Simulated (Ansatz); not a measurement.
**Run report: AlRu, geometry relaxation (part 3 of 3)**

The same run, continued: AlRu (slab, 32 atoms in the cell); DFT PBE+D3(BJ), scalar-relativistic, plane waves, PAW, no spin polarisation (Ansatz 0.2.0); cutoff 420 eV, 5×4×1 k-mesh, Gaussian smearing of 0.1 eV. The structure derives from an entry of the Crystallography Open Database. The input holds or restrains some coordinates. Forces given for the steps count only the free coordinates. It belongs to a series of runs on one base structure; here: clean slab, lower half held.

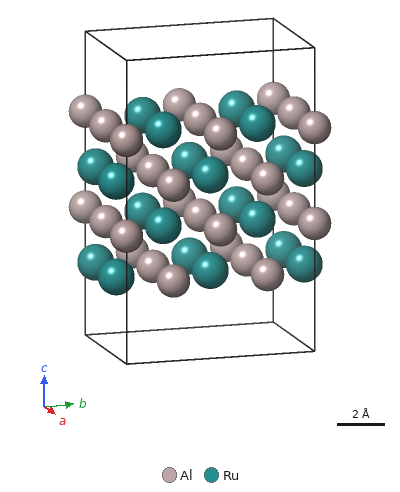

*The geometry at step 2 of the log (spheres-only view of the cell of the calculation, with the vacuum cut short, seen slightly off an axis).*

**Log, continued**
```
  k-point 2: bands = ["-68.8497", "-68.8497", "-68.8365", "-68.8365", "-68.8329", "-68.8329", "-68.8199", "-68.8199", "-68.6696", "-68.6696", "-68.6677", "-68.6677", "-68.6533", "-68.6533", "-68.6514", "-68.6514", "-39.0197", "-39.0197", "-38.9997", "-38.9997", "-38.9798", "-38.9798", "-38.9709", "-38.9709", "-38.9544", "-38.9544", "-38.9456", "-38.9456", "-38.8725", "-38.8725", "-38.8628", "-38.8628", "-38.8545", "-38.8545", "-38.8515", "-38.8515", "-38.8505", "-38.8505", "-38.8406", "-38.8406",
      "-38.8012", "-38.8012", "-38.7864", "-38.7864", "-38.7212", "-38.7212", "-38.7138", "-38.7138", "-38.7012", "-38.7012", "-38.6940", "-38.6940", "-38.6560", "-38.6560", "-38.6504", "-38.6504", "-38.6466", "-38.6466", "-38.6437", "-38.6437", "-38.6341", "-38.6341", "-38.6289", "-38.6289", "-5.7170", "-5.7170", "-4.4737", "-4.4737", "-2.9447", "-2.9447", "-2.8054", "-2.8054", "-2.7516", "-2.7516", "-2.6983", "-2.6983", "-2.1669", "-2.1669", "-1.8074", "-1.8074",
      "-1.8004", "-1.8004", "-1.2906", "-1.2906", "-1.1973", "-1.1973", "-0.9054", "-0.9054", "-0.6976", "-0.6976", "-0.5584", "-0.5584", "-0.5288", "-0.5288", "-0.3174", "-0.3174", "-0.0887", "-0.0887", "0.0782", "0.0782", "0.3643", "0.3643", "0.3795", "0.3795", "0.7427", "0.7427", "0.7753", "0.7753", "0.9562", "0.9562", "1.1911", "1.1911", "1.2219", "1.2219", "1.2431", "1.2431", "1.5896", "1.5896", "1.6966", "1.6966",
      "1.7047", "1.7047", "1.7549", "1.7549", "1.7947", "1.7947", "1.9002", "1.9002", "2.1209", "2.1209", "2.1773", "2.1773", "2.1898", "2.1898", "2.3548", "2.3548", "2.3589", "2.3589", "2.5056", "2.5056", "2.5511", "2.5511", "2.7488", "2.7488", "2.7545", "2.7545", "3.0470", "3.0470", "3.1981", "3.1981", "3.2921", "3.2921", "3.3083", "3.3083", "3.4306", "3.4306", "3.4559", "3.4559", "3.6671", "3.6671",
      "4.1023", "4.1023", "4.9553", "4.9553", "4.9582", "4.9582", "5.1232", "5.1232", "5.2568", "5.2568", "5.3106", "5.3106", "5.5153", "5.5153", "5.6058", "5.6058", "6.6946", "6.6946", "7.1221", "7.1221", "7.6548", "7.6548", "7.8145", "7.8145"]
  k-point 8: bands = ["-68.8439", "-68.8439", "-68.8387", "-68.8387", "-68.8308", "-68.8308", "-68.8256", "-68.8256", "-68.6640", "-68.6640", "-68.6621", "-68.6621", "-68.6590", "-68.6590", "-68.6570", "-68.6570", "-38.9710", "-38.9710", "-38.9632", "-38.9632", "-38.9622", "-38.9622", "-38.9545", "-38.9545", "-38.9448", "-38.9448", "-38.9267", "-38.9267", "-38.8775", "-38.8775", "-38.8648", "-38.8648", "-38.8611", "-38.8611", "-38.8581", "-38.8581", "-38.8548", "-38.8548", "-38.8483", "-38.8483",
      "-38.7833", "-38.7833", "-38.7803", "-38.7803", "-38.7193", "-38.7193", "-38.7165", "-38.7165", "-38.7139", "-38.7139", "-38.7081", "-38.7081", "-38.7068", "-38.7068", "-38.7008", "-38.7008", "-38.6484", "-38.6484", "-38.6430", "-38.6430", "-38.6417", "-38.6417", "-38.6363", "-38.6363", "-5.0294", "-5.0294", "-4.2569", "-4.2569", "-3.8975", "-3.8975", "-3.3349", "-3.3349", "-2.5836", "-2.5836", "-2.4994", "-2.4994", "-2.3678", "-2.3678", "-2.2077", "-2.2077",
      "-0.8698", "-0.8698", "-0.7690", "-0.7690", "-0.7015", "-0.7015", "-0.6769", "-0.6769", "-0.3794", "-0.3794", "-0.3761", "-0.3761", "-0.2302", "-0.2302", "-0.2020", "-0.2020", "-0.0754", "-0.0754", "0.1319", "0.1319", "0.2480", "0.2480", "0.2900", "0.2900", "0.8325", "0.8325", "0.8487", "0.8487", "0.8735", "0.8735", "0.9934", "0.9934", "1.0686", "1.0686", "1.1909", "1.1909", "1.3670", "1.3670", "1.3805", "1.3805",
      "1.5306", "1.5306", "1.6073", "1.6073", "1.6358", "1.6358", "1.7511", "1.7511", "1.9529", "1.9529", "2.1284", "2.1284", "2.1586", "2.1586", "2.1729", "2.1729", "2.2419", "2.2419", "2.2616", "2.2616", "2.3677", "2.3677", "2.3982", "2.3982", "2.4341", "2.4341", "2.4912", "2.4912", "2.4926", "2.4926", "2.6280", "2.6280", "2.9524", "2.9524", "3.2333", "3.2333", "3.4252", "3.4252", "4.0661", "4.0661",
      "4.1817", "4.1817", "4.5803", "4.5803", "4.6451", "4.6451", "5.1323", "5.1323", "5.9187", "5.9187", "6.0306", "6.0306", "6.1229", "6.1229", "6.2713", "6.2713", "6.6235", "6.6235", "7.1367", "7.1367", "7.8428", "7.8428", "8.1110", "8.1110"]
--- Relaxed structure (3 steps of the walk, 3 accepted, 0 SCFs on fresh bases) ---
  F+E_penalty+E_count = -102677.84201596 eV   max|allowed force component| = 2.258e-2 eV/Å
  atoms:
    - { symbol: Al, position: [0.0, 0.25, 0.36468272490000003] }
    - { symbol: Al, position: [0.0, 0.75, 0.36468272490000003] }
    - { symbol: Al, position: [0.5, 0.25, 0.36468272490000003] }
    - { symbol: Al, position: [0.5, 0.75, 0.36468272490000003] }
    - { symbol: Ru, position: [0.25, 0.5, 0.36468272490000003] }
    - { symbol: Ru, position: [0.25, 0.0, 0.36468272490000003] }
    - { symbol: Ru, position: [0.7500000000000001, 0.5, 0.36468272490000003] }
    - { symbol: Ru, position: [0.7500000000000001, 0.0, 0.36468272490000003] }
    - { symbol: Al, position: [0.0, 0.5, 0.4548942416000001] }
    - { symbol: Al, position: [0.0, 0.0, 0.4548942416000001] }
    - { symbol: Al, position: [0.5, 0.5, 0.4548942416000001] }
    - { symbol: Al, position: [0.5, 0.0, 0.4548942416000001] }
    - { symbol: Ru, position: [0.25, 0.75, 0.4548942416000001] }
    - { symbol: Ru, position: [0.25, 0.25, 0.4548942416000001] }
    - { symbol: Ru, position: [0.7500000000000001, 0.75, 0.4548942416000001] }
    - { symbol: Ru, position: [0.7500000000000001, 0.25, 0.4548942416000001] }
    - { symbol: Al, position: [1.943036787354241e-34, 0.75, 0.54469883822997] }
    - { symbol: Al, position: [1.943036787354241e-34, 0.25, 0.54469883822997] }
    - { symbol: Al, position: [0.5, 0.75, 0.54469883822997] }
    - { symbol: Al, position: [0.5, 0.25, 0.54469883822997] }
    - { symbol: Ru, position: [0.25, 0.0, 0.5442739405691566] }
    - { symbol: Ru, position: [0.25, 0.5, 0.5442739405691566] }
    - { symbol: Ru, position: [0.7500000000000001, 4.47244299618327e-38, 0.5442739405691566] }
    - { symbol: Ru, position: [0.7500000000000001, 0.5, 0.5442739405691566] }
    - { symbol: Al, position: [-7.772147149416964e-34, 0.0, 0.6349632363555882] }
    - { symbol: Al, position: [-6.476789291180803e-34, 0.5, 0.6349632363555882] }
    - { symbol: Al, position: [0.5, 0.0, 0.6349632363555882] }
    - { symbol: Al, position: [0.5, 0.5, 0.6349632363555882] }
    - { symbol: Ru, position: [0.25, 0.25, 0.6350050173466372] }
    - { symbol: Ru, position: [0.25, 0.75, 0.6350050173466372] }
    - { symbol: Ru, position: [0.7500000000000001, 0.25, 0.6350050173466372] }
    - { symbol: Ru, position: [0.7500000000000001, 0.75, 0.6350050173466372] }
```

**Trajectory as extended XYZ (Å, eV, eV/Å), 3 frames, from step=1 to step=3**
```
32
Lattice="5.9472 0.0000 0.0000 0.0000 8.4106 0.0000 0.0000 0.0000 23.3079" Properties=species:S:1:pos:R:3:forces:R:3 step=1 energy=-102677.83435
Al    0.0000    2.1026    8.5000    0.0000   0.0000  -0.0626
Al    0.0000    6.3079    8.5000    0.0000   0.0000  -0.0626
Al    2.9736    2.1026    8.5000    0.0000   0.0000  -0.0626
Al    2.9736    6.3079    8.5000    0.0000   0.0000  -0.0626
Ru    1.4868    4.2053    8.5000    0.0000   0.0000  -0.0196
Ru    1.4868    0.0000    8.5000    0.0000   0.0000  -0.0196
Ru    4.4604    4.2053    8.5000    0.0000   0.0000  -0.0196
Ru    4.4604    0.0000    8.5000    0.0000   0.0000  -0.0196
Al    0.0000    4.2053   10.6026    0.0000   0.0000   0.0579
Al    0.0000    0.0000   10.6026    0.0000   0.0000   0.0579
Al    2.9736    4.2053   10.6026    0.0000   0.0000   0.0579
Al    2.9736    0.0000   10.6026    0.0000   0.0000   0.0579
Ru    1.4868    6.3079   10.6026    0.0000   0.0000   0.2101
Ru    1.4868    2.1026   10.6026    0.0000   0.0000   0.2101
Ru    4.4604    6.3079   10.6026    0.0000   0.0000   0.2101
Ru    4.4604    2.1026   10.6026    0.0000   0.0000   0.2101
Al    0.0000    6.3079   12.7053    0.0000   0.0000  -0.0579
Al    0.0000    2.1026   12.7053    0.0000   0.0000  -0.0579
Al    2.9736    6.3079   12.7053    0.0000   0.0000  -0.0579
Al    2.9736    2.1026   12.7053    0.0000   0.0000  -0.0579
Ru    1.4868    0.0000   12.7053    0.0000   0.0000  -0.2101
Ru    1.4868    4.2053   12.7053    0.0000   0.0000  -0.2101
Ru    4.4604    0.0000   12.7053    0.0000   0.0000  -0.2101
Ru    4.4604    4.2053   12.7053    0.0000   0.0000  -0.2101
Al    0.0000    0.0000   14.8079    0.0000   0.0000   0.0626
Al    0.0000    4.2053   14.8079    0.0000   0.0000   0.0626
Al    2.9736    0.0000   14.8079    0.0000   0.0000   0.0626
Al    2.9736    4.2053   14.8079    0.0000   0.0000   0.0626
Ru    1.4868    2.1026   14.8079    0.0000   0.0000   0.0196
Ru    1.4868    6.3079   14.8079    0.0000   0.0000   0.0196
Ru    4.4604    2.1026   14.8079    0.0000   0.0000   0.0196
Ru    4.4604    6.3079   14.8079    0.0000   0.0000   0.0196
32
Lattice="5.9472 0.0000 0.0000 0.0000 8.4106 0.0000 0.0000 0.0000 23.3079" Properties=species:S:1:pos:R:3:forces:R:3 step=2 energy=-102677.84201
Al    0.0000    2.1026    8.5000    0.0000   0.0000  -0.0670
Al    0.0000    6.3079    8.5000    0.0000   0.0000  -0.0670
Al    2.9736    2.1026    8.5000    0.0000   0.0000  -0.0670
Al    2.9736    6.3079    8.5000    0.0000   0.0000  -0.0670
Ru    1.4868    4.2053    8.5000    0.0000   0.0000  -0.0266
Ru    1.4868    0.0000    8.5000    0.0000   0.0000  -0.0266
Ru    4.4604    4.2053    8.5000    0.0000   0.0000  -0.0266
Ru    4.4604    0.0000    8.5000    0.0000   0.0000  -0.0266
Al    0.0000    4.2053   10.6026    0.0000   0.0000  -0.0418
Al    0.0000    0.0000   10.6026    0.0000   0.0000  -0.0418
Al    2.9736    4.2053   10.6026    0.0000   0.0000  -0.0418
Al    2.9736    0.0000   10.6026    0.0000   0.0000  -0.0418
Ru    1.4868    6.3079   10.6026    0.0000   0.0000   0.1183
Ru    1.4868    2.1026   10.6026    0.0000   0.0000   0.1183
Ru    4.4604    6.3079   10.6026    0.0000   0.0000   0.1183
Ru    4.4604    2.1026   10.6026    0.0000   0.0000   0.1183
Al    0.0000    6.3079   12.6958    0.0000   0.0000   0.0186
Al    0.0000    2.1026   12.6958    0.0000   0.0000   0.0186
Al    2.9736    6.3079   12.6958    0.0000   0.0000   0.0186
Al    2.9736    2.1026   12.6958    0.0000   0.0000   0.0186
Ru    1.4868    0.0000   12.6859    0.0000   0.0000  -0.0003
Ru    1.4868    4.2053   12.6859    0.0000   0.0000  -0.0003
Ru    4.4604    0.0000   12.6859    0.0000   0.0000  -0.0003
Ru    4.4604    4.2053   12.6859    0.0000   0.0000  -0.0003
Al    0.0000    0.0000   14.7997    0.0000   0.0000   0.0211
Al    0.0000    4.2053   14.7997    0.0000   0.0000   0.0211
Al    2.9736    0.0000   14.7997    0.0000   0.0000   0.0211
Al    2.9736    4.2053   14.7997    0.0000   0.0000   0.0211
Ru    1.4868    2.1026   14.8007    0.0000   0.0000  -0.0226
Ru    1.4868    6.3079   14.8007    0.0000   0.0000  -0.0226
Ru    4.4604    2.1026   14.8007    0.0000   0.0000  -0.0226
Ru    4.4604    6.3079   14.8007    0.0000   0.0000  -0.0226
32
Lattice="5.9472 0.0000 0.0000 0.0000 8.4106 0.0000 0.0000 0.0000 23.3079" Properties=species:S:1:pos:R:3:forces:R:3 step=3 energy=-102677.84202
Al    0.0000    2.1026    8.5000    0.0000   0.0000  -0.0672
Al    0.0000    6.3079    8.5000    0.0000   0.0000  -0.0672
Al    2.9736    2.1026    8.5000    0.0000   0.0000  -0.0672
Al    2.9736    6.3079    8.5000    0.0000   0.0000  -0.0672
Ru    1.4868    4.2053    8.5000    0.0000   0.0000  -0.0267
Ru    1.4868    0.0000    8.5000    0.0000   0.0000  -0.0267
Ru    4.4604    4.2053    8.5000    0.0000   0.0000  -0.0267
Ru    4.4604    0.0000    8.5000    0.0000   0.0000  -0.0267
Al    0.0000    4.2053   10.6026    0.0000   0.0000  -0.0416
Al    0.0000    0.0000   10.6026    0.0000   0.0000  -0.0416
Al    2.9736    4.2053   10.6026    0.0000   0.0000  -0.0416
Al    2.9736    0.0000   10.6026    0.0000   0.0000  -0.0416
Ru    1.4868    6.3079   10.6026    0.0000   0.0000   0.1186
Ru    1.4868    2.1026   10.6026    0.0000   0.0000   0.1186
Ru    4.4604    6.3079   10.6026    0.0000   0.0000   0.1186
Ru    4.4604    2.1026   10.6026    0.0000   0.0000   0.1186
Al    0.0000    6.3079   12.6958    0.0000   0.0000   0.0185
Al    0.0000    2.1026   12.6958    0.0000   0.0000   0.0185
Al    2.9736    6.3079   12.6958    0.0000   0.0000   0.0185
Al    2.9736    2.1026   12.6958    0.0000   0.0000   0.0185
Ru    1.4868    0.0000   12.6859    0.0000   0.0000  -0.0005
Ru    1.4868    4.2053   12.6859    0.0000   0.0000  -0.0005
Ru    4.4604    0.0000   12.6859    0.0000   0.0000  -0.0005
Ru    4.4604    4.2053   12.6859    0.0000   0.0000  -0.0005
Al    0.0000    0.0000   14.7997    0.0000   0.0000   0.0214
Al    0.0000    4.2053   14.7997    0.0000   0.0000   0.0214
Al    2.9736    0.0000   14.7997    0.0000   0.0000   0.0214
Al    2.9736    4.2053   14.7997    0.0000   0.0000   0.0214
Ru    1.4868    2.1026   14.8007    0.0000   0.0000  -0.0226
Ru    1.4868    6.3079   14.8007    0.0000   0.0000  -0.0226
Ru    4.4604    2.1026   14.8007    0.0000   0.0000  -0.0226
Ru    4.4604    6.3079   14.8007    0.0000   0.0000  -0.0226
```

**Summary**

| quantity | value |
| --- | --- |
| outcome | converged under the restraints of the input |
| electrons treated | 304 |
| free energy | −102677.8420 eV |
| work function, top face | 4.71 eV |
| work function, bottom face | 4.71 eV |
| Fermi energy | 3.042 eV |
| gap on the k-point mesh | none (metallic) |
| final volume | 1165.84 Å³ |
| work function (upper face) | 4.71 eV |
| largest force (length of the vector) at the end, held atoms and coordinates included | 0.119 eV/Å |
| hardware | 4 threads of Intel Xeon @ 2.50GHz (Skylake/Cascade Lake), 189 GiB of memory available, shared host |
| wall time | 4.9 min (CPU time 18 min) |
| peak memory | 4.3 GiB |

**Notes**

Warnings of the run: the exchange-correlation potential is rough where the density is thin.
